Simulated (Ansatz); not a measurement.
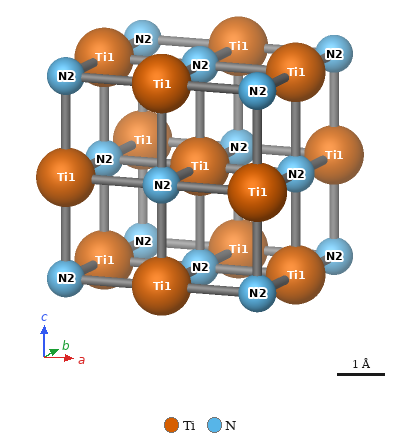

The starting structure (ball-and-stick view of the cell 4 times as large as that of the calculation, set on its symmetry axes, seen slightly off an axis; atoms are numbered from 1 in the order of the input).

## Run report: TiN, geometry relaxation

System: TiN (2 atoms in the cell).
Method: DFT PBE, scalar-relativistic, plane waves, PAW, no spin polarisation (Ansatz 0.2.0).

The structure was made by swapping elements on the sites of another compound; it need not be a known phase. It belongs to a series of runs on one base structure; here: Zr -> Ti on all its sites, cell and atoms relaxed. Figures and captions count atoms from 1; the log counts them from 0 in places.

### What the program printed
```
Engine: ansatz 0.2.0, x86_64-unknown-linux-gnu
Pseudopotentials: kind: paw
Pseudopotential: Ti, paw, valence charge 12, recommended cutoff 420 eV (normal), Ti.paw.azcp
Pseudopotential: N, paw, valence charge 5, recommended cutoff 420 eV (normal), N.paw.azcp
Functional definition: PBE
  parameter kappa = 0.804
  parameter beta = 0.06672455060314922
  exchange = pbe_x(kappa = kappa, mu = beta*pi^2/3)
  correlation = pbe_c(beta = beta)
Crystal: 2 atoms, lattice volume = 21.403 Å³
Basis set: ecut = 420 eV, 411 PW (Γ), exchange–correlation on 48×48×48 points (8 copies of the dense FFT grid, shifted against one another)
Bands: 13, of which v1, the nominal top of the filled ones, is band 9 counted from 1 (8 counted from 0)
Symmetry: 48 space group operations
Space group: Fm-3m (ITA 225), of the structure as read, at distance tolerance 2.8e-5 Å
k-points: 29 of 512
Non-local potential: Ti, projectors of the file, l = 0: 3, l = 1: 2, l = 2: 3, l = 3: 1
Non-local potential: N, projectors of the file, l = 0: 2, l = 1: 2, l = 2: 1
PAW form: soft (Blöchl's): semilocal exchange-correlation on the pseudo side does not see the compensation charge
PAW one-centre angular grid: Ti, 590 points (default); XC on 64 Gauss nodes
PAW one-centre angular grid: N, 110 points (default); XC on 64 Gauss nodes
Initial density: superposition of atomic densities (neutral atoms: chi_scale 0, normalization atom), corrected by the library's trained network
Initial wavefunctions: pseudopotential atomic-orbital guess
Functional: x = pbe(κ = 0.804, μ = 0.2195149727645171), c = pbe(β = 0.06672455060314922)
SCF iter   1: F=—  HF=-2886.913650 eV  |F-HF|=—  |Δ(HF+E_count)|=         —  Δρ=1.71e-3  dr2=4.29e-4  ethr=1.77e-3  ⟨swp⟩=4.2  Hψ=1797  notcnv=0
preconditioner: auto → none  [metal: Δε(μ)=0.041 eV  Ē_g=8.796 eV  σ=0.100 eV  W_gap=0.22  n_scr=8 (ndim 8)  ℏωp=24.1 eV  f_vac=0.000  D(μ)=1.76/eV (n_scr^D=14)  sad-step TF]
SCF iter   2: F=—  HF=-2886.913044 eV  |F-HF|=—  |Δ(HF+E_count)|=   6.06e-4  Δρ=9.46e-4  dr2=1.35e-4  ethr=2.52e-6  ⟨swp⟩=1.7  Hψ=660  notcnv=0
SCF iter   3: F=—  HF=-2886.913070 eV  |F-HF|=—  |Δ(HF+E_count)|=   2.63e-5  Δρ=1.86e-4  dr2=8.13e-6  ethr=7.93e-7  ⟨swp⟩=2.5  Hψ=514  notcnv=0
SCF iter   4: F=—  HF=-2886.913075 eV  |F-HF|=—  |Δ(HF+E_count)|=   4.37e-6  Δρ=5.10e-5  dr2=6.46e-7  ethr=4.78e-8  ⟨swp⟩=1.9  Hψ=409  notcnv=0
iter 5 did not close the SCF: its close was put off for the readings that it lacked (scf_convergence_deferred on its scf_iter line)
SCF iter   5: F=-2886.913074 eV  HF=-2886.913074 eV  |F-HF|=2.13e-8  |Δ(HF+E_count)|=   8.64e-8  Δρ=1.58e-5  dr2=3.82e-8  ethr=3.80e-9  ⟨swp⟩=2.9  Hψ=617  notcnv=0
SCF iter   6: F=-2886.913074 eV  HF=-2886.913074 eV  |F-HF|=1.36e-11  |Δ(HF+E_count)|=   4.24e-9  Δρ=1.02e-6  dr2=1.15e-10  ethr=2.25e-10  ⟨swp⟩=2.7  Hψ=1276  notcnv=0
SCF 1 converged in 6 iterations: F = -2886.913074 eV  dr2 = 1.15e-10
  greatest PAW one-centre occupation: 0.999 electrons in one spin orbital (limit 2), on the Ti atom at site 0 (counted from 0), in its partial waves of l = 0
relax step   1: F+E_penalty+E_count = -2886.91307445 eV  Δ(F+E_penalty+E_count) = +0.000e0 eV  max|allowed force component| = 1.854e-29 eV/Å  Δτ_max = 0.0000 Å  P = -24.116 GPa  Ω = 21.403 Å³  (6 SCF iters, dr2 threshold 1.00e-7 eV, accepted)
Crystal: 2 atoms, lattice volume = 19.310 Å³
Basis set: ecut = 420 eV, 339 PW (Γ), exchange–correlation on 48×48×48 points (8 copies of the dense FFT grid, shifted against one another)
Initial density: handed on by an earlier stage of this run
Initial wavefunctions: those handed on with the density
iter 1 solved again at ethr=4.49e-4 eV; its pass at ethr=3.10e-3 eV (dr2=7.63e-2 eV) is discarded
SCF iter   1: F=—  HF=-2887.116963 eV  |F-HF|=—  |Δ(HF+E_count)|=         —  Δρ=1.86e-2  dr2=7.64e-2  ethr=4.49e-4  ⟨swp⟩=1.0  Hψ=2315  notcnv=0
preconditioner: auto → none  [metal: Δε(μ)=0.047 eV  Ē_g=9.718 eV  σ=0.100 eV  W_gap=0.25  n_scr=8 (ndim 8)  ℏωp=25.4 eV  f_vac=0.000  D(μ)=1.78/eV (n_scr^D=14)]
SCF iter   2: F=—  HF=-2887.104181 eV  |F-HF|=—  |Δ(HF+E_count)|=   1.28e-2  Δρ=6.96e-3  dr2=1.21e-2  ethr=4.49e-4  ⟨swp⟩=2.2  Hψ=522  notcnv=0
SCF iter   3: F=—  HF=-2887.101879 eV  |F-HF|=—  |Δ(HF+E_count)|=   2.30e-3  Δρ=1.17e-3  dr2=3.40e-4  ethr=7.09e-5  ⟨swp⟩=1.6  Hψ=401  notcnv=0
SCF iter   4: F=—  HF=-2887.101838 eV  |F-HF|=—  |Δ(HF+E_count)|=   4.11e-5  Δρ=2.44e-4  dr2=4.13e-6  ethr=2.00e-6  ⟨swp⟩=2.3  Hψ=484  notcnv=0
SCF iter   5: F=—  HF=-2887.101837 eV  |F-HF|=—  |Δ(HF+E_count)|=   1.11e-6  Δρ=2.31e-5  dr2=9.39e-8  ethr=2.43e-8  ⟨swp⟩=2.3  Hψ=562  notcnv=0
SCF iter   6: F=-2887.101837 eV  HF=-2887.101837 eV  |F-HF|=2.56e-9  |Δ(HF+E_count)|=   6.43e-9  Δρ=4.38e-6  dr2=3.40e-9  ethr=5.52e-10  ⟨swp⟩=2.3  Hψ=1340  notcnv=0
SCF 2 converged in 6 iterations: F = -2887.101837 eV  dr2 = 3.40e-9
relax step   2: F+E_penalty+E_count = -2887.10183698 eV  Δ(F+E_penalty+E_count) = -1.888e-1 eV  max|allowed force component| = 1.183e-29 eV/Å  Δτ_max = 0.0000 Å  P = -1.767 GPa  Ω = 19.310 Å³  energy of the carried Pulay correction = +6.071e-3 eV  (6 SCF iters, dr2 threshold 2.00e-7 eV, accepted)
Crystal: 2 atoms, lattice volume = 19.162 Å³
iter 1 solved again at ethr=2.97e-6 eV; its pass at ethr=3.10e-3 eV (dr2=5.04e-4 eV) is discarded
SCF iter   1: F=—  HF=-2887.103053 eV  |F-HF|=—  |Δ(HF+E_count)|=         —  Δρ=1.54e-3  dr2=5.11e-4  ethr=2.97e-6  ⟨swp⟩=1.0  Hψ=1948  notcnv=0
preconditioner: auto → none  [metal: Δε(μ)=0.040 eV  Ē_g=9.652 eV  σ=0.100 eV  W_gap=0.22  n_scr=8 (ndim 8)  ℏωp=25.4 eV  f_vac=0.000  D(μ)=1.73/eV (n_scr^D=14)]
SCF iter   2: F=—  HF=-2887.102970 eV  |F-HF|=—  |Δ(HF+E_count)|=   8.34e-5  Δρ=5.84e-4  dr2=8.36e-5  ethr=2.97e-6  ⟨swp⟩=1.4  Hψ=415  notcnv=0
SCF iter   3: F=—  HF=-2887.102956 eV  |F-HF|=—  |Δ(HF+E_count)|=   1.40e-5  Δρ=1.01e-4  dr2=2.50e-6  ethr=4.92e-7  ⟨swp⟩=1.6  Hψ=401  notcnv=0
iter 4 did not close the SCF: its close was put off for the readings that it lacked (scf_convergence_deferred on its scf_iter line)
SCF iter   4: F=-2887.102956 eV  HF=-2887.102956 eV  |F-HF|=2.38e-9  |Δ(HF+E_count)|=   2.99e-7  Δρ=1.99e-5  dr2=2.81e-8  ethr=1.47e-8  ⟨swp⟩=2.3  Hψ=472  notcnv=0
iter 5 did not close the SCF: its close was put off for the readings that it lacked (scf_convergence_deferred on its scf_iter line)
SCF iter   5: F=-2887.102956 eV  HF=-2887.102956 eV  |F-HF|=5.48e-10  |Δ(HF+E_count)|=   5.86e-9  Δρ=2.04e-6  dr2=6.85e-10  ethr=1.65e-10  ⟨swp⟩=2.5  Hψ=595  notcnv=0
SCF iter   6: F=-2887.102956 eV  HF=-2887.102956 eV  |F-HF|=1.36e-11  |Δ(HF+E_count)|=  9.69e-11  Δρ=3.63e-7  dr2=2.04e-11  ethr=4.03e-12  ⟨swp⟩=1.0  Hψ=990  notcnv=0
SCF 3 converged in 6 iterations: F = -2887.102956 eV  dr2 = 2.04e-11
relax step   3: F+E_penalty+E_count = -2887.10295551 eV  Δ(F+E_penalty+E_count) = -1.119e-3 eV  max|allowed force component| = 1.481e-29 eV/Å  Δτ_max = 0.0000 Å  P = +0.342 GPa  Ω = 19.162 Å³  energy of the carried Pulay correction = +6.525e-3 eV  (6 SCF iters, dr2 threshold 2.00e-7 eV, accepted)
Initial wavefunctions: pseudopotential atomic-orbital guess (no wavefunctions were taken with the density)
iter 1 solved again at ethr=5.01e-8 eV; its pass at ethr=3.10e-3 eV (dr2=8.52e-6 eV) is discarded
SCF iter   1: F=—  HF=-2887.098927 eV  |F-HF|=—  |Δ(HF+E_count)|=         —  Δρ=4.80e-4  dr2=6.64e-6  ethr=5.01e-8  ⟨swp⟩=2.1  Hψ=2590  notcnv=0
preconditioner: auto → none  [metal: Δε(μ)=0.039 eV  Ē_g=9.641 eV  σ=0.100 eV  W_gap=0.21  n_scr=8 (ndim 8)  ℏωp=25.4 eV  f_vac=0.000  D(μ)=1.72/eV (n_scr^D=14)]
SCF iter   2: F=—  HF=-2887.098939 eV  |F-HF|=—  |Δ(HF+E_count)|=   1.20e-5  Δρ=2.29e-4  dr2=1.17e-6  ethr=3.91e-8  ⟨swp⟩=2.1  Hψ=480  notcnv=0
SCF iter   3: F=—  HF=-2887.098949 eV  |F-HF|=—  |Δ(HF+E_count)|=   1.01e-5  Δρ=2.67e-5  dr2=2.75e-8  ethr=6.91e-9  ⟨swp⟩=2.9  Hψ=622  notcnv=0
iter 4 did not close the SCF: its close was put off for the readings that it lacked (scf_convergence_deferred on its scf_iter line)
SCF iter   4: F=-2887.098949 eV  HF=-2887.098949 eV  |F-HF|=1.16e-9  |Δ(HF+E_count)|=   4.83e-8  Δρ=5.29e-6  dr2=1.57e-9  ethr=1.62e-10  ⟨swp⟩=2.0  Hψ=595  notcnv=0
iter 5 did not close the SCF: its close was put off for the readings that it lacked (scf_convergence_deferred on its scf_iter line)
SCF iter   5: F=-2887.098949 eV  HF=-2887.098949 eV  |F-HF|=1.77e-11  |Δ(HF+E_count)|=   1.42e-9  Δρ=6.78e-7  dr2=6.20e-11  ethr=9.24e-12  ⟨swp⟩=2.0  Hψ=514  notcnv=0
SCF iter   6: F=-2887.098949 eV  HF=-2887.098949 eV  |F-HF|=0.00e0  |Δ(HF+E_count)|=  1.41e-11  Δρ=5.27e-8  dr2=2.32e-13  ethr=1.00e-12  ⟨swp⟩=2.0  Hψ=1069  notcnv=0
SCF 4 converged in 6 iterations: F = -2887.098949 eV  dr2 = 2.32e-13
relax step   4: F+E_penalty+E_count = -2887.09894872 eV  Δ(F+E_penalty+E_count) = +4.007e-3 eV  max|allowed force component| = 6.804e-30 eV/Å  Δτ_max = 0.0000 Å  P = +0.020 GPa  Ω = 19.162 Å³  stress off target by 2.00e-2 GPa  SCF on the basis re-selected at this cell (its energy is not comparable with the rows above)  (6 SCF iters)
```

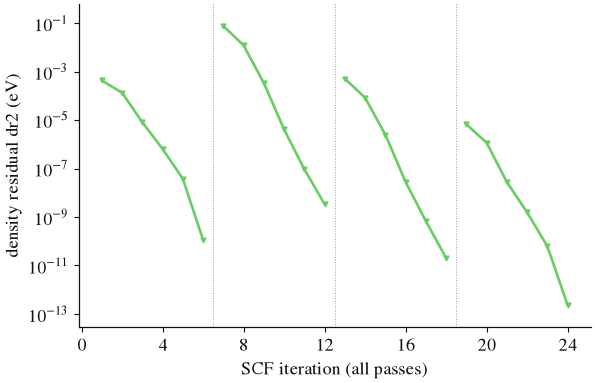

Convergence of the self-consistent field: density residual dr2 against the SCF iteration. The dotted lines part the SCF passes of the relaxation: geometry steps, rejected trials and re-solves on a re-selected basis. The passes take 6, 6, 6 and 6 iterations.

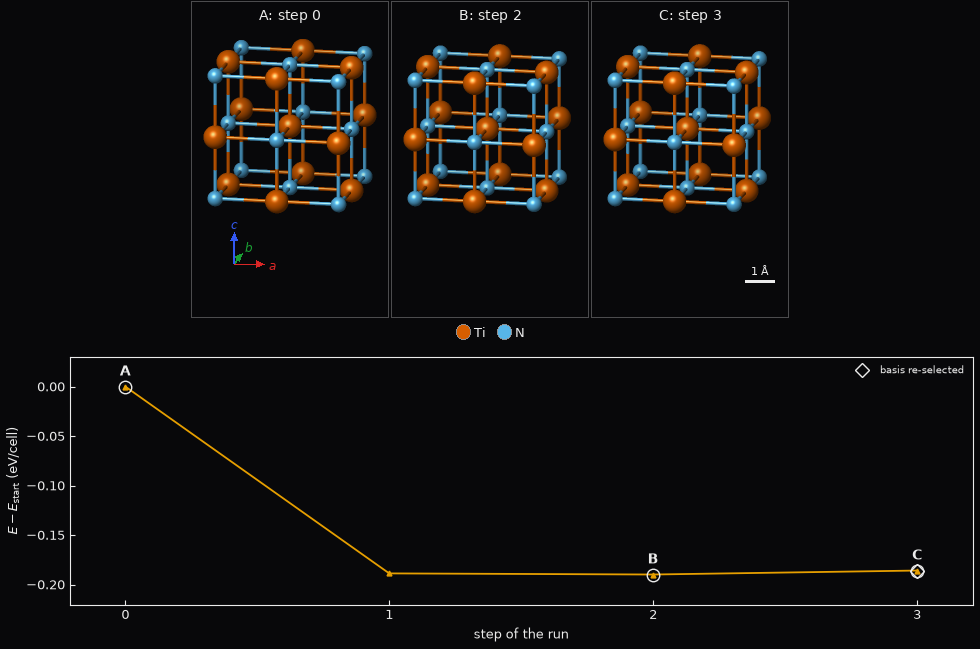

Frames of the relaxation (ball-and-stick view of the cell 4 times as large as that of the calculation, set on its symmetry axes, seen slightly off an axis) above the curves, on which the letters mark them (the first geometry is step 0 here and step 1 in the log).

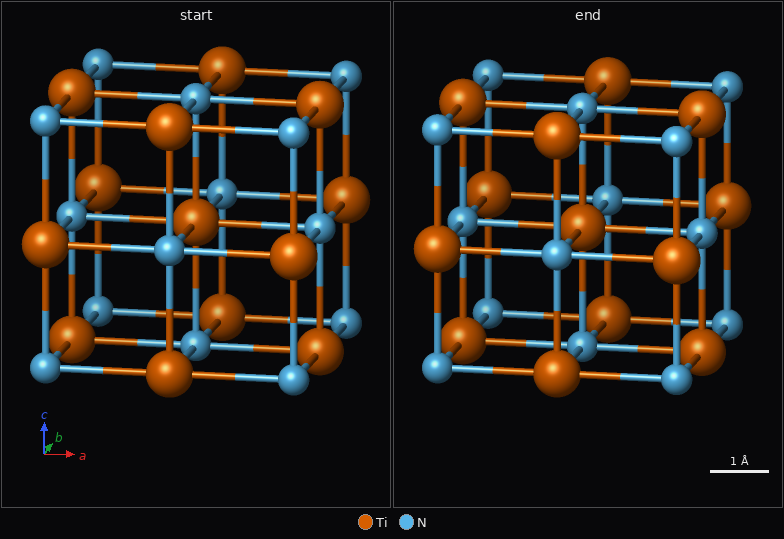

Before (left) and after (right) the relaxation, at one scale (ball-and-stick view of the cell 4 times as large as that of the calculation, set on its symmetry axes, seen slightly off an axis). No atom moves by more than 0.005 Å relative to the cell. Cell: a = b = c 4.407 → 4.248 Å (−3.6 %). Volume −10.5 %. Among the contacts that change: Ti1–N2 2.204 → 2.124 Å. The space group stays Fm-3m (No. 225). The energy falls by 0.190 eV per cell of the calculation in 2 geometry steps. All forces vanish by symmetry, so only the cell relaxes. Pressure: −24.12 GPa at the start and 0.02 GPa at the end. A last SCF at the same geometry on a re-selected plane-wave basis shifts the energy by +4.0 meV per cell of the calculation. (Atoms are counted from 1 in the order of the input.)

```
basis re-selected at this cell: Δ(F+E_penalty+E_count) = +4.007e-3 eV, ΔP = -0.322 GPa vs the last step (what re-selecting the basis moved, of the pressure what is left beyond the Pulay correction that the steps carried, after the strain that the cell walked since its last selection, with what the two solves' SCF thresholds leave and, on support functions, any second-order correction that the steps lacked; it is no measure of the basis error at this ecutwfc). This SCF's stress stands 2.00e-2 GPa from its target on what of the cell is left free (relax.cell.stress_tol is 5.00e-1 GPa) and its largest allowed force component is 6.80e-30 eV/Å (relax.f_tol is 5.00e-2 eV/Å): within both
SCF converged after 6 iterations
Free energy (F): -2887.098949 eV
Harris-Foulkes:  -2887.098949 eV  (|F-HF|=0.00e0)
Internal energy: -2887.090345 eV  (E = F + TS)
E sigma→0 (E₀):  -2887.094647 eV
Entropy (-TS):   -0.008603 eV (-4.302 meV/atom)
Fermi energy:    17.072397 eV
--- Per-component energies (eV) ---
  E_band       = -93.202732
  E_kinetic    = 406.311998
  E_local      = -791.148050  (includes V_loc(G=0)·N_el)
  E_nonlocal   = 51.306222
  E_hartree    = 315.175941
  E_xc         = -159.757732
  E_vxc        = -201.391948  (∫ρ·V_xc dr)
  E_paw        = -1174.014942  (= ΣΔE_a)
  E_vpaw       = -188.633064  (= ΣTr[D̂ρ^β])
  E_aug_tail   = 0.000218  (compensation charges beyond the density's cutoff)
  E_ewald      = -1534.963999
  E_smearing   = -0.008603  (= −TS)
  E_closure    = 0.000000  (closes the sum)
  Σ components = -2887.098949   (vs F -2887.098949, Δ=0.00e0)
--- Forces (eV/Å), atoms counted from 1 ---
  atom   1  Ti     0.00000000    -0.00000000     0.00000000
  atom   2  N     -0.00000000     0.00000000     0.00000000
  max |Σ_I F_I| component: 1.16e-29 eV/Å
--- Stress (GPa, compression-positive) ---
        0.020008      -0.000000      -0.000000
       -0.000000       0.020008      -0.000000
       -0.000000      -0.000000       0.020008
  P = ⅓ Tr σ = 0.0200 GPa (0.200 kbar)
--- Band table (eV; the first three rows and the last of 29) ---
  k-point 0: bands = ["-40.7776", "-16.7688", "-16.7688", "-16.7688", "-0.0437", "15.0024", "15.0024", "15.0024", "16.4513", "16.4513", "16.4513", "17.6434", "17.6434"]
  k-point 1: bands = ["-40.7637", "-16.8664", "-16.7769", "-16.7769", "0.2532", "13.6379", "14.0206", "14.0206", "16.8072", "16.8072", "17.0346", "18.7637", "18.7637"]
  k-point 2: bands = ["-40.7300", "-17.0956", "-16.7962", "-16.7962", "1.0302", "11.5151", "12.7385", "12.7385", "17.5365", "17.5365", "17.7554", "20.6104", "20.6104"]
  k-point 28: bands = ["-40.6508", "-17.1356", "-17.1356", "-16.9922", "1.8253", "11.5831", "11.5831", "11.6966", "17.9747", "17.9747", "19.4410", "20.1604", "20.9179"]
--- Relaxed structure (3 steps of the walk, 3 accepted, 1 SCFs on fresh bases) ---
  F+E_penalty+E_count = -2887.09894872 eV   max|allowed force component| = 6.804e-30 eV/Å   (the final SCF, on the basis selected at the relaxed cell)
  cell:  # Å, volume = 19.1617 Å³
    - [1.2738430082238966e-35, 2.123902860610871, 2.123902860610871]
    - [2.123902860610871, -4.458450528783642e-34, 2.123902860610871]
    - [2.123902860610871, 2.123902860610871, -2.5476860164477955e-34]
  atoms:
    - { symbol: Ti, position: [0.5, 0.5, 0.5] }
    - { symbol: N, position: [2.7311233114922506e-35, -1.4565990994628304e-35, -3.277347973790639e-35] }
```

### Trajectory as extended XYZ (Å, eV, eV/Å), 4 frames, from step=1 to step=4
```
2
Lattice="0.0000 2.2037 2.2037 2.2037 0.0000 2.2037 2.2037 2.2037 0.0000" Properties=species:S:1:pos:R:3:forces:R:3 step=1 energy=-2886.91307 pressure_GPa=-24.12
Ti    2.2037    2.2037    2.2037    0.0000   0.0000   0.0000
N     0.0000    0.0000    0.0000    0.0000   0.0000   0.0000
2
Lattice="0.0000 2.1294 2.1294 2.1294 0.0000 2.1294 2.1294 2.1294 0.0000" Properties=species:S:1:pos:R:3:forces:R:3 step=2 energy=-2887.10184 pressure_GPa=-1.77
Ti    2.1294    2.1294    2.1294    0.0000   0.0000   0.0000
N     0.0000    0.0000    0.0000    0.0000   0.0000   0.0000
2
Lattice="0.0000 2.1239 2.1239 2.1239 0.0000 2.1239 2.1239 2.1239 0.0000" Properties=species:S:1:pos:R:3:forces:R:3 step=3 energy=-2887.10296 pressure_GPa=0.34
Ti    2.1239    2.1239    2.1239    0.0000   0.0000   0.0000
N     0.0000    0.0000    0.0000    0.0000   0.0000   0.0000
2
Lattice="0.0000 2.1239 2.1239 2.1239 0.0000 2.1239 2.1239 2.1239 0.0000" Properties=species:S:1:pos:R:3:forces:R:3 step=4 energy=-2887.09895 pressure_GPa=0.02
Ti    2.1239    2.1239    2.1239    0.0000   0.0000   0.0000
N     0.0000    0.0000    0.0000    0.0000   0.0000   0.0000
```

The run was set up as follows.

### Input file
```yaml
crystal:
  lattice:
    - [0.0, 2.2036833895, 2.2036833895]
    - [2.2036833895, 0.0, 2.2036833895]
    - [2.2036833895, 2.2036833895, 0.0]
  atoms:
    - { symbol: Ti, position: [0.5, 0.5, 0.5] }
    - { symbol: "N", position: [0.0, 0.0, 0.0] }
basis:
  ecutwfc: 420
kpoints:
  mp_grid: { grid: [8, 8, 8] }
hamiltonian:
  xc: pbe
scf:
  occupations: { method: gaussian, width: 0.1 }
output:
  forces: true
  stress: true
  eigenvalues: true
relax:
  adjacent_minimum: "off"
  f_tol: 0.05
  max_steps: 60
  cell: { stress_tol: 0.5 }
```

Run as:
```bash
ansatz run input.yaml --threads 1 --pin off --max-ram 2560MiB --backend cpu --events-out ev --progress --plain --runs-dir out
```

### Summary

| quantity | value |
| --- | --- |
| outcome | converged |
| space group (tolerance 0.01 Å) | Fm-3m (225) |
| electrons treated | 17 |
| free energy | −2887.0989 eV |
| Fermi energy | 17.072 eV |
| gap on the k-point mesh | none (metallic) |
| pressure | 0.02 GPa |
| final volume | 19.16 Å³ |
| largest force (length of the vector) at the end | under 0.001 eV/Å |
| final cell | a = 3.004 Å, b = 3.004 Å, c = 3.004 Å, α = 60.00°, β = 60.00°, γ = 60.00° |
| hardware | 1 thread of AMD EPYC (Zen 3), 32 GiB of memory available, shared host |
| wall time | 2.9 s |
| peak memory | 0.35 GiB |

The cell holds an odd number of electrons but the run has no spin polarisation, so it comes out as a metal.
